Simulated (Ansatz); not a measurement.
# Geometry relaxation, with input and output: C (part 3 of 3)

The same run, continued: C (slab, 18 atoms in the cell); DFT PBEsol, scalar-relativistic, plane waves, PAW, no spin polarisation (Ansatz 0.2.0); cutoff 420 eV, 10×9×1 k-mesh, Gaussian smearing of 0.05 eV. The structure derives from an entry of the Crystallography Open Database. It belongs to a series of runs on one base structure; here: (1 1 0) slab, atoms relaxed.

Geometry of the input (Å; fractional positions):
```
3.8680  0.0000  0.0000
-1.5631  3.9617  0.0000
0.0000  0.0000  24.8356
C  0.5001  0.3334  0.3020
C  0.4999  0.6666  0.3020
C  0.5001  0.8334  0.3515
C  0.4999  0.1666  0.3515
C  0.5001  0.3334  0.4010
C  0.4999  0.6666  0.4010
C  0.5001  0.8334  0.4505
C  0.4999  0.1666  0.4505
C  0.5001  0.3334  0.5000
C  0.4999  0.6666  0.5000
C  0.5001  0.8334  0.5495
C  0.4999  0.1666  0.5495
C  0.5001  0.3334  0.5990
C  0.4999  0.6666  0.5990
C  0.5001  0.8334  0.6485
C  0.4999  0.1666  0.6485
C  0.5001  0.3334  0.6980
C  0.4999  0.6666  0.6980
```

Output, continued
```
--- Band table (eV; the first three rows and the last of 46) ---
  k-point 0: bands = ["-19.6267", "-19.1318", "-18.1915", "-16.8116", "-15.1467", "-14.2070", "-13.7639", "-13.7102", "-13.4077", "-12.9262", "-12.9234", "-12.8005", "-11.6264", "-10.2144", "-10.0857", "-9.9315", "-8.8271", "-8.6165", "-7.9659", "-7.2907", "-6.9843", "-6.9369", "-6.3931", "-5.9042", "-5.4536", "-5.4271", "-4.0553", "-4.0427", "-3.9808", "-2.5336", "-2.5140", "-2.4835", "-2.4349", "-1.7384", "-0.9197", "-0.5580", "0.2087", "0.8407", "1.1078", "1.1571", "1.5464", "1.6346", "3.1779", "3.7020", "4.4160", "4.6295", "4.8179", "5.4597", "5.4968", "5.8812", "6.6076", "7.4301", "7.7861", "7.9959"]
  k-point 1: bands = ["-19.5514", "-19.0582", "-18.1204", "-16.7462", "-15.1737", "-14.9402", "-14.6270", "-13.8197", "-13.6011", "-12.4875", "-12.1761", "-12.0223", "-11.9518", "-10.5223", "-9.7786", "-9.6692", "-8.8475", "-8.4709", "-7.9355", "-7.1048", "-7.0709", "-6.8729", "-6.3292", "-5.8949", "-5.5055", "-5.3666", "-4.1537", "-4.1082", "-4.0030", "-2.8887", "-2.5871", "-2.5641", "-2.4260", "-2.2236", "-1.2958", "-1.1504", "0.9911", "1.2794", "1.3665", "1.4247", "1.4982", "1.6966", "3.1082", "3.8464", "4.5577", "4.7505", "4.9395", "5.3385", "5.5930", "6.0047", "6.7398", "7.5563", "7.5823", "8.1093"]
  k-point 2: bands = ["-19.3264", "-18.8385", "-17.9093", "-16.5631", "-16.0561", "-15.5821", "-15.0415", "-14.5932", "-13.9019", "-12.2539", "-11.8055", "-11.1263", "-11.0600", "-10.8404", "-9.6180", "-9.0758", "-8.7285", "-8.1236", "-7.7266", "-7.1883", "-6.7864", "-6.6796", "-6.1362", "-5.9401", "-5.6796", "-5.1842", "-4.5937", "-4.4477", "-3.8634", "-3.6982", "-3.0952", "-2.6973", "-2.6365", "-2.4603", "-2.1817", "-1.6591", "0.9280", "1.0142", "1.7441", "1.9891", "2.6372", "2.8743", "3.0372", "4.2759", "4.9251", "4.9763", "5.1042", "5.3081", "5.9712", "6.3686", "7.0726", "7.1190", "7.9236", "8.1810"]
  k-point 45: bands = ["-18.3457", "-17.9045", "-17.7250", "-17.2326", "-17.0005", "-16.2883", "-15.6689", "-14.9880", "-14.3038", "-12.5715", "-11.9862", "-10.6818", "-10.3195", "-8.9182", "-8.7324", "-8.3880", "-7.8774", "-7.2904", "-7.0697", "-7.0405", "-6.6472", "-6.6174", "-6.5130", "-6.2819", "-6.1487", "-6.0751", "-5.7650", "-5.5135", "-5.1924", "-5.1176", "-4.2588", "-3.8647", "-3.1744", "-2.8522", "-2.6771", "-2.6010", "0.3190", "0.3959", "1.8304", "2.1685", "3.3862", "3.9060", "5.1982", "5.4177", "6.3463", "6.6947", "7.5394", "7.5871", "7.6081", "7.7241", "7.7853", "8.2534", "8.2838", "8.4822"]
--- Relaxed structure (8 steps of the walk, 8 accepted, 0 SCFs on fresh bases) ---
  F+E_penalty+E_count = -4431.38846390 eV   max|allowed force component| = 7.841e-3 eV/Å
  atoms:
    - { symbol: C, position: [0.5001030297015037, 0.35484214391025704, 0.30623002308415825] }
    - { symbol: C, position: [0.49989697029849633, 0.6451578560897431, 0.30623002308415825] }
    - { symbol: C, position: [0.5001216237091413, 0.8365997443029776, 0.35141227742258574] }
    - { symbol: C, position: [0.49987837629085885, 0.16340025569702232, 0.35141227742258574] }
    - { symbol: C, position: [0.49997718533152335, 0.3339474775228742, 0.40098939830185487] }
    - { symbol: C, position: [0.5000228146684768, 0.666052522477126, 0.40098939830185487] }
    - { symbol: C, position: [0.5000715906093107, 0.8337302225054958, 0.45059115944331557] }
    - { symbol: C, position: [0.4999284093906893, 0.16626977749450417, 0.45059115944331557] }
    - { symbol: C, position: [0.5001427827326087, 0.33308010799687593, 0.5000000346276662] }
    - { symbol: C, position: [0.4998572172673914, 0.6669198920031242, 0.5000000346276662] }
    - { symbol: C, position: [0.5000714885350237, 0.8337301493162244, 0.5494089020753834] }
    - { symbol: C, position: [0.4999285114649765, 0.1662698506837754, 0.5494089020753834] }
    - { symbol: C, position: [0.4999773119818377, 0.3339475473237698, 0.5990105567043132] }
    - { symbol: C, position: [0.5000226880181624, 0.6660524526762303, 0.5990105567043132] }
    - { symbol: C, position: [0.5001215435177406, 0.836599513887002, 0.6485876785459767] }
    - { symbol: C, position: [0.4998784564822595, 0.16340048611299796, 0.6485876785459767] }
    - { symbol: C, position: [0.5001029691649623, 0.35484210418607415, 0.693769969794746] }
    - { symbol: C, position: [0.4998970308350377, 0.645157895813926, 0.693769969794746] }
```

Trajectory as extended XYZ (Å, eV, eV/Å), 8 frames, from step=1 to step=8
```
18
Lattice="3.8680 0.0000 0.0000 -1.5631 3.9617 0.0000 0.0000 0.0000 24.8356" Properties=species:S:1:pos:R:3:forces:R:3 step=1 energy=-4429.36919
C     1.4132    1.3207    7.5000   -2.6807   6.7715   1.1950
C     0.8917    2.6410    7.5000    2.6807  -6.7715   1.1950
C     0.6317    3.3016    8.7295   -0.1902   0.4815  -1.1558
C     1.6732    0.6602    8.7295    0.1902  -0.4815  -1.1558
C     1.4132    1.3207    9.9589   -0.2517   0.6281  -0.0767
C     0.8917    2.6410    9.9589    0.2517  -0.6281  -0.0767
C     0.6317    3.3016   11.1884   -0.0986   0.2443   0.0282
C     1.6732    0.6602   11.1884    0.0986  -0.2443   0.0282
C     1.4132    1.3207   12.4178   -0.0246   0.0436   0.0000
C     0.8917    2.6410   12.4178    0.0246  -0.0436   0.0000
C     0.6317    3.3016   13.6473   -0.0986   0.2443  -0.0282
C     1.6732    0.6602   13.6473    0.0986  -0.2443  -0.0282
C     1.4132    1.3207   14.8767   -0.2517   0.6281   0.0767
C     0.8917    2.6410   14.8767    0.2517  -0.6281   0.0767
C     0.6317    3.3016   16.1062   -0.1902   0.4815   1.1558
C     1.6732    0.6602   16.1062    0.1902  -0.4815   1.1558
C     1.4132    1.3207   17.3356   -2.6807   6.7715  -1.1950
C     0.8917    2.6410   17.3356    2.6807  -6.7715  -1.1950
18
Lattice="3.8680 0.0000 0.0000 -1.5631 3.9617 0.0000 0.0000 0.0000 24.8356" Properties=species:S:1:pos:R:3:forces:R:3 step=2 energy=-4430.97135
C     1.3912    1.3745    7.5464   -1.4301   3.6364   0.8944
C     0.9137    2.5872    7.5464    1.4301  -3.6364   0.8944
C     0.6321    3.3011    8.7273   -0.3055   0.7728  -0.7554
C     1.6728    0.6606    8.7273    0.3055  -0.7728  -0.7554
C     1.4122    1.3226    9.9593   -0.1121   0.2812  -0.1980
C     0.8927    2.6391    9.9593    0.1121  -0.2812  -0.1980
C     0.6313    3.3027   11.1883   -0.0529   0.1390   0.1362
C     1.6736    0.6590   11.1883    0.0529  -0.1390   0.1362
C     1.4129    1.3203   12.4178    0.0478  -0.0902   0.0000
C     0.8920    2.6414   12.4178   -0.0478   0.0902   0.0000
C     0.6313    3.3027   13.6473   -0.0529   0.1390  -0.1362
C     1.6736    0.6590   13.6473    0.0529  -0.1390  -0.1362
C     1.4122    1.3226   14.8763   -0.1121   0.2812   0.1980
C     0.8927    2.6391   14.8763    0.1121  -0.2812   0.1980
C     0.6321    3.3011   16.1084   -0.3055   0.7728   0.7554
C     1.6728    0.6606   16.1084    0.3055  -0.7728   0.7554
C     1.3912    1.3745   17.2892   -1.4301   3.6364  -0.8944
C     0.9137    2.5872   17.2892    1.4301  -3.6364  -0.8944
18
Lattice="3.8680 0.0000 0.0000 -1.5631 3.9617 0.0000 0.0000 0.0000 24.8356" Properties=species:S:1:pos:R:3:forces:R:3 step=3 energy=-4431.01680
C     1.3686    1.4342    7.6432    2.1766  -5.5063  -0.3705
C     0.9363    2.5276    7.6432   -2.1766   5.5063  -0.3705
C     0.6255    3.3175    8.7372    0.0169  -0.0251   0.0538
C     1.6794    0.6442    8.7372   -0.0169   0.0251   0.0538
C     1.4135    1.3188    9.9613   -0.0678   0.1839   0.3428
C     0.8914    2.6429    9.9613    0.0678  -0.1839   0.3428
C     0.6299    3.3058   11.1965    0.0918  -0.2393  -0.2360
C     1.6750    0.6559   11.1965   -0.0918   0.2393  -0.2360
C     1.4157    1.3175   12.4178   -0.1233   0.2735   0.0000
C     0.8893    2.6442   12.4178    0.1233  -0.2735   0.0000
C     0.6299    3.3058   13.6391    0.0918  -0.2393   0.2360
C     1.6750    0.6559   13.6391   -0.0918   0.2393   0.2360
C     1.4135    1.3188   14.8744   -0.0678   0.1840  -0.3429
C     0.8914    2.6429   14.8744    0.0678  -0.1840  -0.3429
C     0.6255    3.3175   16.0984    0.0169  -0.0251  -0.0538
C     1.6794    0.6442   16.0984   -0.0169   0.0251  -0.0538
C     1.3686    1.4342   17.1924    2.1766  -5.5064   0.3705
C     0.9363    2.5276   17.1924   -2.1766   5.5064   0.3705
18
Lattice="3.8680 0.0000 0.0000 -1.5631 3.9617 0.0000 0.0000 0.0000 24.8356" Properties=species:S:1:pos:R:3:forces:R:3 step=4 energy=-4431.08191
C     1.3916    1.3819    7.5384   -1.2795   3.1952   0.5267
C     0.9133    2.5798    7.5384    1.2795  -3.1952   0.5267
C     0.6237    3.3173    8.6885    0.2807  -0.6167   0.3363
C     1.6812    0.6445    8.6885   -0.2807   0.6167   0.3363
C     1.4079    1.3241    9.9492    0.1215  -0.2173  -0.7026
C     0.8970    2.6376    9.9492   -0.1215   0.2173  -0.7026
C     0.6421    3.3006   11.1803   -0.2559   0.3878   0.1746
C     1.6628    0.6612   11.1803    0.2559  -0.3878   0.1746
C     1.3997    1.3217   12.4178    0.3409  -0.4954   0.0000
C     0.9053    2.6400   12.4178   -0.3409   0.4954   0.0000
C     0.6421    3.3006   13.6553   -0.2559   0.3878  -0.1746
C     1.6628    0.6612   13.6553    0.2559  -0.3878  -0.1746
C     1.4079    1.3241   14.8865    0.1215  -0.2173   0.7027
C     0.8970    2.6376   14.8865   -0.1215   0.2173   0.7027
C     0.6237    3.3173   16.1472    0.2807  -0.6168  -0.3363
C     1.6812    0.6445   16.1472   -0.2807   0.6168  -0.3363
C     1.3916    1.3819   17.2972   -1.2795   3.1952  -0.5267
C     0.9133    2.5798   17.2972    1.2795  -3.1952  -0.5267
18
Lattice="3.8680 0.0000 0.0000 -1.5631 3.9617 0.0000 0.0000 0.0000 24.8356" Properties=species:S:1:pos:R:3:forces:R:3 step=5 energy=-4431.24468
C     1.4530    1.4313    7.5883   -0.9913   0.7129   0.0626
C     0.8519    2.5304    7.5883    0.9913  -0.7129   0.0626
C     0.6369    3.3194    8.7112   -0.4012  -0.2858   0.2945
C     1.6680    0.6424    8.7112    0.4012   0.2858   0.2945
C     1.4223    1.3299    9.9565   -0.3167  -0.4230  -0.3070
C     0.8827    2.6318    9.9565    0.3167   0.4230  -0.3070
C     0.6421    3.3056   11.1865   -0.3117  -0.0124   0.0640
C     1.6628    0.6561   11.1865    0.3117   0.0124   0.0640
C     1.4109    1.3220   12.4178   -0.0044  -0.2618  -0.0001
C     0.8940    2.6397   12.4178    0.0044   0.2618  -0.0001
C     0.6421    3.3056   13.6491   -0.3117  -0.0125  -0.0641
C     1.6628    0.6561   13.6491    0.3117   0.0125  -0.0641
C     1.4223    1.3299   14.8791   -0.3168  -0.4229   0.3069
C     0.8827    2.6318   14.8791    0.3168   0.4229   0.3069
C     0.6369    3.3194   16.1244   -0.4012  -0.2860  -0.2946
C     1.6680    0.6424   16.1244    0.4012   0.2860  -0.2946
C     1.4530    1.4313   17.2473   -0.9911   0.7125  -0.0625
C     0.8519    2.5304   17.2473    0.9911  -0.7125  -0.0625
18
Lattice="3.8680 0.0000 0.0000 -1.5631 3.9617 0.0000 0.0000 0.0000 24.8356" Properties=species:S:1:pos:R:3:forces:R:3 step=6 energy=-4431.38366
C     1.3740    1.4068    7.6037    0.2316  -0.5140   0.0966
C     0.9309    2.5549    7.6037   -0.2316   0.5140   0.0966
C     0.6276    3.3156    8.7285    0.0190  -0.0802  -0.1175
C     1.6773    0.6462    8.7285   -0.0190   0.0802  -0.1175
C     1.4136    1.3237    9.9585   -0.0220  -0.0366   0.0148
C     0.8913    2.6380    9.9585    0.0220   0.0366   0.0148
C     0.6302    3.3026   11.1899    0.0096  -0.0069   0.0315
C     1.6747    0.6591   11.1899   -0.0096   0.0069   0.0315
C     1.4140    1.3209   12.4178    0.0377  -0.0911   0.0000
C     0.8909    2.6408   12.4178   -0.0377   0.0911   0.0000
C     0.6302    3.3026   13.6458    0.0096  -0.0068  -0.0316
C     1.6747    0.6591   13.6458   -0.0096   0.0068  -0.0316
C     1.4136    1.3237   14.8771   -0.0220  -0.0368  -0.0147
C     0.8913    2.6380   14.8771    0.0220   0.0368  -0.0147
C     0.6276    3.3156   16.1071    0.0190  -0.0798   0.1176
C     1.6773    0.6462   16.1071   -0.0190   0.0798   0.1176
C     1.3740    1.4068   17.2319    0.2314  -0.5136  -0.0968
C     0.9309    2.5549   17.2319   -0.2314   0.5136  -0.0968
18
Lattice="3.8680 0.0000 0.0000 -1.5631 3.9617 0.0000 0.0000 0.0000 24.8356" Properties=species:S:1:pos:R:3:forces:R:3 step=7 energy=-4431.38825
C     1.3798    1.4060    7.6041    0.0108  -0.0332   0.0321
C     0.9251    2.5558    7.6041   -0.0108   0.0332   0.0321
C     0.6270    3.3150    8.7272    0.0134  -0.0548  -0.0145
C     1.6780    0.6467    8.7272   -0.0134   0.0548  -0.0145
C     1.4124    1.3226    9.9590   -0.0205   0.0337  -0.0259
C     0.8925    2.6392    9.9590    0.0205  -0.0337  -0.0259
C     0.6310    3.3030   11.1905   -0.0002  -0.0023   0.0145
C     1.6739    0.6587   11.1905    0.0002   0.0023   0.0145
C     1.4141    1.3197   12.4178   -0.0036  -0.0036   0.0001
C     0.8908    2.6420   12.4178    0.0036   0.0036   0.0001
C     0.6310    3.3030   13.6451   -0.0002  -0.0023  -0.0144
C     1.6739    0.6587   13.6451    0.0002   0.0023  -0.0144
C     1.4124    1.3226   14.8766   -0.0205   0.0337   0.0258
C     0.8925    2.6392   14.8766    0.0205  -0.0337   0.0258
C     0.6270    3.3150   16.1084    0.0135  -0.0549   0.0144
C     1.6780    0.6467   16.1084   -0.0135   0.0549   0.0144
C     1.3798    1.4060   17.2316    0.0108  -0.0331  -0.0321
C     0.9251    2.5558   17.2316   -0.0108   0.0331  -0.0321
18
Lattice="3.8680 0.0000 0.0000 -1.5631 3.9617 0.0000 0.0000 0.0000 24.8356" Properties=species:S:1:pos:R:3:forces:R:3 step=8 energy=-4431.38846
C     1.3798    1.4058    7.6054   -0.0005   0.0003  -0.0018
C     0.9252    2.5559    7.6054    0.0005  -0.0003  -0.0018
C     0.6268    3.3144    8.7275    0.0009  -0.0026   0.0025
C     1.6781    0.6473    8.7275   -0.0009   0.0026   0.0025
C     1.4119    1.3230    9.9588    0.0027  -0.0044   0.0010
C     0.8930    2.6387    9.9588   -0.0027   0.0044   0.0010
C     0.6311    3.3030   11.1907    0.0008   0.0002   0.0008
C     1.6738    0.6587   11.1907   -0.0008  -0.0002   0.0008
C     1.4139    1.3196   12.4178    0.0017  -0.0078   0.0000
C     0.8910    2.6422   12.4178   -0.0017   0.0078   0.0000
C     0.6311    3.3030   13.6449    0.0008   0.0002  -0.0009
C     1.6738    0.6587   13.6449   -0.0008  -0.0002  -0.0009
C     1.4119    1.3230   14.8768    0.0027  -0.0044  -0.0009
C     0.8930    2.6387   14.8768   -0.0027   0.0044  -0.0009
C     0.6268    3.3144   16.1081    0.0009  -0.0025  -0.0025
C     1.6781    0.6473   16.1081   -0.0009   0.0025  -0.0025
C     1.3798    1.4058   17.2302   -0.0005   0.0003   0.0018
C     0.9252    2.5559   17.2302    0.0005  -0.0003   0.0018
```

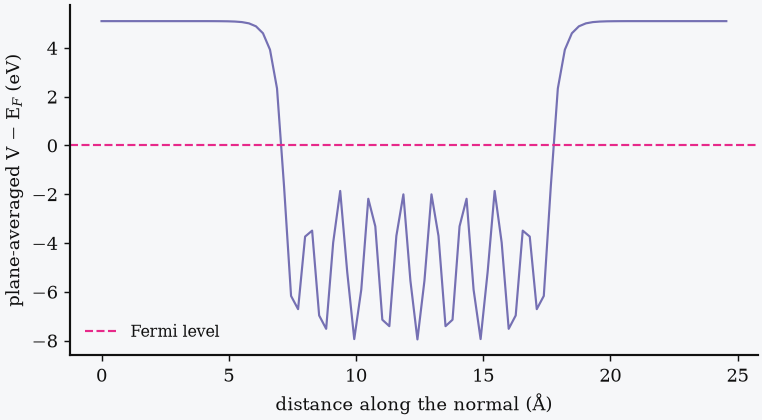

**Figure 1.** Plane average of the electrostatic potential energy of an electron across the cell, from the Fermi level. The vacuum level lies 5.10 eV above the Fermi level.

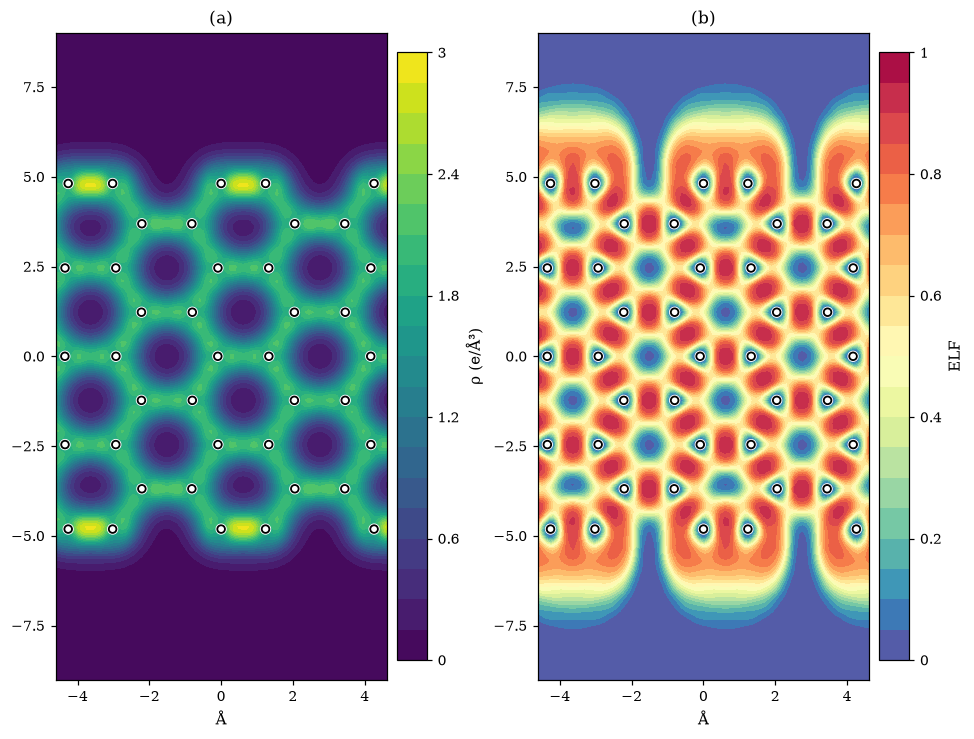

**Figure 2.** (a) valence electron density; (b) electron localisation function on the (100) plane of the calculation cell, a cut from vacuum to vacuum. Circles mark the nuclei in the plane (C). C–C (1.24 Å): the density is about 2.9 e/Å³ at the midpoint, a local maximum along the line; the ELF peaks at about 0.90 between the atoms (inside overlapping PAW spheres, so only a guide); a double or triple bond. C–C (1.39 Å): the density is about 2 e/Å³ at the midpoint; the ELF peaks at about 0.90 between the atoms, which marks a covalent bond. C–C (1.43 Å): ρ at the midpoint is about 2 e/Å³; the ELF peaks at about 0.95 between the atoms (a shared electron pair). The density dies away to nearly zero in the vacuum. The fields are those of the smooth PAW valence density.

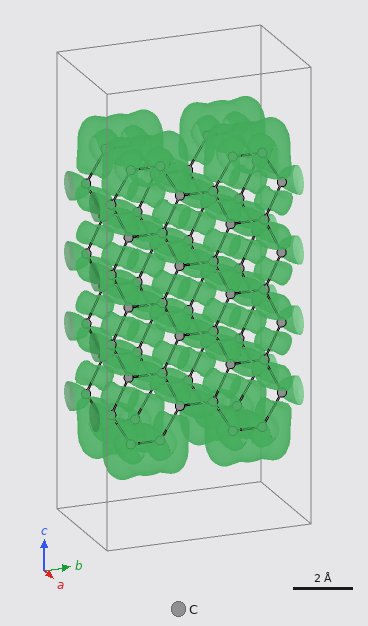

**Figure 3.** Isosurface of the ELF at 0.7 (green), seen slightly off an axis. Core shells and regions of very low density are left out. Sticks mark near contacts. Profiles from the grid: C–C (1.24 Å): the ELF peaks at about 0.90 between the atoms (inside overlapping PAW spheres, so only a guide) (a multiple bond by its length, whose ELF region spreads away from the axis). C–C (1.39 Å): the ELF peaks at about 0.90 between the atoms, which marks a shared electron pair.
